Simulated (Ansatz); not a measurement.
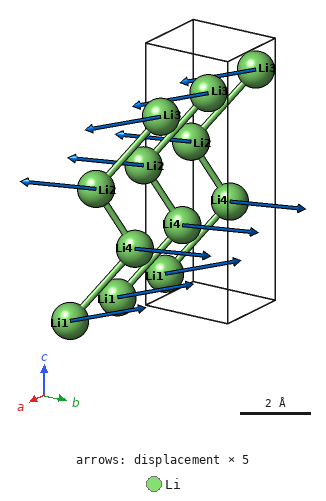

A relaxation of crystalline Li (built on the iodine_64 type) (coarse preliminary run). The starting structure is drawn; blue arrows show the displacements (the part carried along by the change of the cell is left out), 5 times their true length.

A ball-and-stick model of the cell of the calculation, repeated 3 × 1 × 1 with one cell outlined, seen slightly off an axis.

Case: iodine type (Cmce, No. 64).

Level of theory: DFT PBE, scalar-relativistic, plane waves, PAW (Ansatz).

Input
```yaml
crystal:
  lattice:
    - [2.8837548802, -1.9059413716, 0.0]
    - [2.8837548802, 1.9059413716, 0.0]
    - [0.0, 0.0, 7.7748098494]
  atoms:
    - { symbol: Li, position: [0.85, 0.15, 0.117] }
    - { symbol: Li, position: [0.65, 0.35, 0.617] }
    - { symbol: Li, position: [0.15, 0.85, 0.883] }
    - { symbol: Li, position: [0.35, 0.65, 0.383] }
basis:
  ecutwfc: 420
kpoints:
  mp_grid: { grid: [6, 6, 2] }
hamiltonian:
  xc: pbe
scf:
  occupations: { method: gaussian, width: 0.1 }
  lower_state_search: "off"
output:
  forces: true
  stress: true
  eigenvalues: true
relax:
  adjacent_minimum: "off"
  f_tol: 0.04
  max_steps: 70
  cell: { stress_tol: 0.4 }
```

**What did the optimiser do to the structure, and how much energy did it gain?**

After 7 accepted moves (8 points after the start) the energy has fallen by 227 meV per atom. The largest force component goes from 0.75 to 0.00082 eV/Å. Pressure: −0.21 GPa at the start and 0.17 GPa at the end. The SCF was repeated once at an unchanged geometry on a basis and grid sized afresh for the cell, which shifted the energy by 0.2 meV per atom at most. The largest moves relative to the cell, 0.45 Å, are those of Li1, Li2, Li3 and Li4. Li4 goes roughly along [−1 1 0]. Cell: a = b 3.457 → 3.197 Å (−7.5 %), c 7.775 → 7.812 Å (+0.5 %), γ 66.9° → 89.4°. Volume −6.6 %. Among the contacts that change: Li1–Li3 2.149 → 2.979 Å, Li1–Li4 3.549 → 2.997 Å, Li1–Li3 (another image) 3.494 → 2.996 Å, Li1–Li3 (another image) 3.230 → 2.977 Å. Among the angles between lasting bonds that change: Li3–Li1–Li4 105.2° → 81.9°, Li4–Li1–Li4 85.3° → 98.0°, Li3–Li1–Li4 169.5° → 180.0°. The space group (tolerance 0.01 Å) goes from Cmce (No. 64) to Fmmm (No. 69).

Limits of the set-up: the k-point mesh is coarse for a cell with partly filled bands.
